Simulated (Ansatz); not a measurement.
This input was run:

```
crystal:
  lattice:
    - [3.102865067, 0.0, 0.0]
    - [0.0, 3.102865067, 0.0]
    - [0.0, 0.0, 3.102865067]
  atoms:
    - { symbol: Sr, position: [0.0, 0.0, 0.0] }
    - { symbol: O, position: [0.5, 0.5, 0.5] }
kpoints:
  mp_grid: { grid: [6, 6, 6] }
  band_path:
    path:
      - [0.0, 0.0, 0.0]
      - [0.0, 0.5, 0.0]
      - [0.5, 0.5, 0.0]
      - [0.5, 0.5, 0.5]
      - [0.0, 0.5, 0.5]
    npoints: 1
hamiltonian:
  xc: hse06
scf:
  occupations: { method: fixed }
  n_extra_bands: 4
output:
  forces: true
  stress: true
  eigenvalues: true
```

Launched with:
```bash
ansatz run input.yaml --threads 2 --pin off --max-ram 2211MiB --backend cpu --events-out ev --progress --plain --runs-dir out
```

Predict the main features of the density of states.

There is a gap; over the k points computed it is 4.33 eV (indirect; the smallest direct gap is 4.39 eV). The upper group of valence states starts about 3.1 eV under the valence-band top, with a gap beneath it; it holds about 6 electrons a cell.

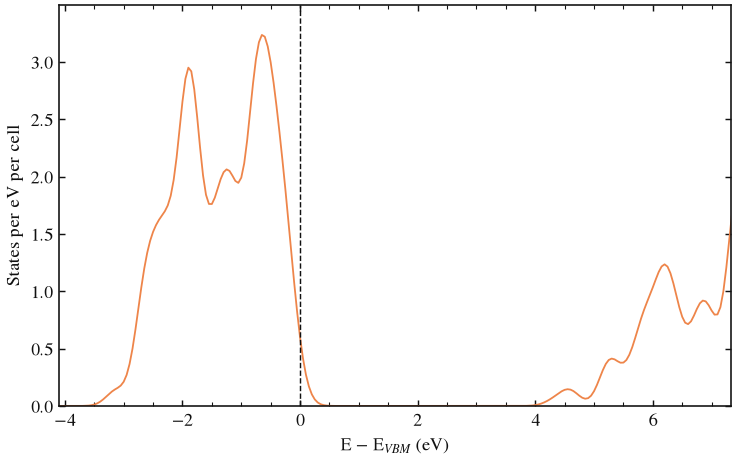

Density of states. Energies are counted from the top of the valence band. The curve is built from the levels of the k mesh with Gaussians 0.4 eV wide, which also blur the band edges.
